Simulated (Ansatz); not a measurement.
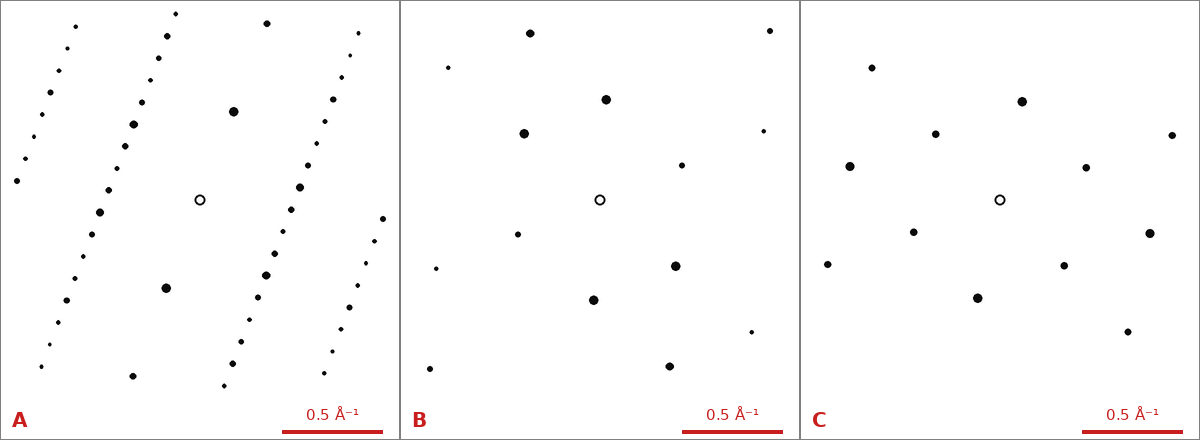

Computed electron diffraction patterns, 300 kV, single scattering only, B = 0.5 Å².

All three come from Cu, space group P6_3/mmc (No. 194), a = 2.599 Å, c = 8.484 Å (hexagonal axes). Structure: coordinates from a relaxation with Ansatz 0.2.0, DFT, RPBE, plane waves (420 eV) with PAW, scalar-relativistic; the starting structure was generated, so it need not be a known form of this composition.

```cif
data_structure
_symmetry_space_group_name_H-M 'P6_3/mmc'
_symmetry_Int_Tables_number 194
_cell_length_a 2.5985
_cell_length_b 2.5985
_cell_length_c 8.4841
_cell_angle_alpha 90.000
_cell_angle_beta 90.000
_cell_angle_gamma 120.000
_cell_volume 49.61
loop_
_atom_site_label
_atom_site_type_symbol
_atom_site_symmetry_multiplicity
_atom_site_Wyckoff_symbol
_atom_site_fract_x
_atom_site_fract_y
_atom_site_fract_z
_atom_site_occupancy
Cu1 Cu 2 a 0.00000 0.00000 0.00000 1
Cu2 Cu 2 c 0.33333 0.66667 0.25000 1
```

Q: Assign the zone axes [100], [201], [211] to A, B and C.

A: A is [100]: rectangular net of 0 0 1 (itself extinct) at d = 8.48 Å and 0 1 0 at d = 2.25 Å, at 90.0°. B is [201]: centred rectangular net of 0 1 0 at d = 2.25 Å and 1 0 -2 at d = 1.99 Å, at 63.8°. C is [211]: centred rectangular net of 0 1 -1 at d = 2.18 Å and -1 1 1 at d = 2.18 Å, at 66.3°.
